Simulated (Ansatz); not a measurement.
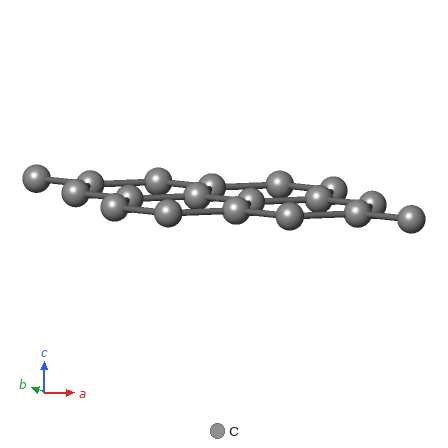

System: C, space group P6/mmm (No. 191). The picture shows the slab (repeated in the plane, vacuum cut away).

The given structure:
```xyz
2
Lattice="2.4562 0.0000 0.0000 -1.2281 2.1271 0.0000 0.0000 0.0000 8.5238" Properties=species:S:1:pos:R:3 pbc="T T T"
C     1.2281    0.7090    0.0000
C     0.0000    1.4181    0.0000
```

Calculation (Ansatz 0.2.0): all-electron LAPW DFT, no spin polarisation; energies at scaled volumes of the given cell, shape and fractions fixed, counted from the fit's minimum, third-order Birch-Murnaghan fit. Level: PBEsol.

```json
{"setting": "k mesh", "value": "12×12×3"}
{"setting": "occupations", "value": "Fermi–Dirac"}
{"setting": "smearing width", "value": "0.05 eV"}
{"setting": "potentials", "value": "all electron LAPW, scalar relativistic"}
{"setting": "program settings", "value": "basis error eV/atom 0.001"}
```

Describe the result: the energy against volume. The volume takes the values 20.93, 21.38, 21.82, 22.27, 22.71, 23.16, 23.60 Å³/atom.

A third-order Birch–Murnaghan fit gives V0 = 22.34 Å³/atom, B0 = 110 GPa and B′ = 3.5. The energy is 33.65 meV/atom at volume 20.93 Å³/atom and 22.63 meV/atom at 23.60 Å³/atom; the lowest computed point is at volume 22.27 Å³/atom (0.08 meV/atom), in a single well.

| volume (Å³/atom) | energy (meV/atom) |
| --- | --- |
| 20.93 | 33.65 |
| 21.38 | 15.24 |
| 21.82 | 4.26 |
| 22.27 | 0.08 |
| 22.71 | 2.10 |
| 23.16 | 9.78 |
| 23.60 | 22.63 |

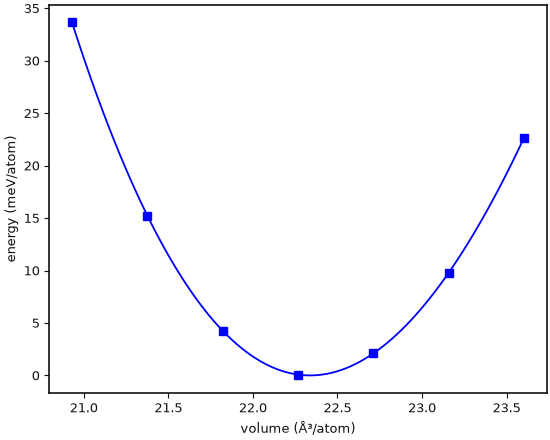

Caveats: shape and atomic fractions are frozen while scaling, which makes layered, chain and framework solids too stiff.
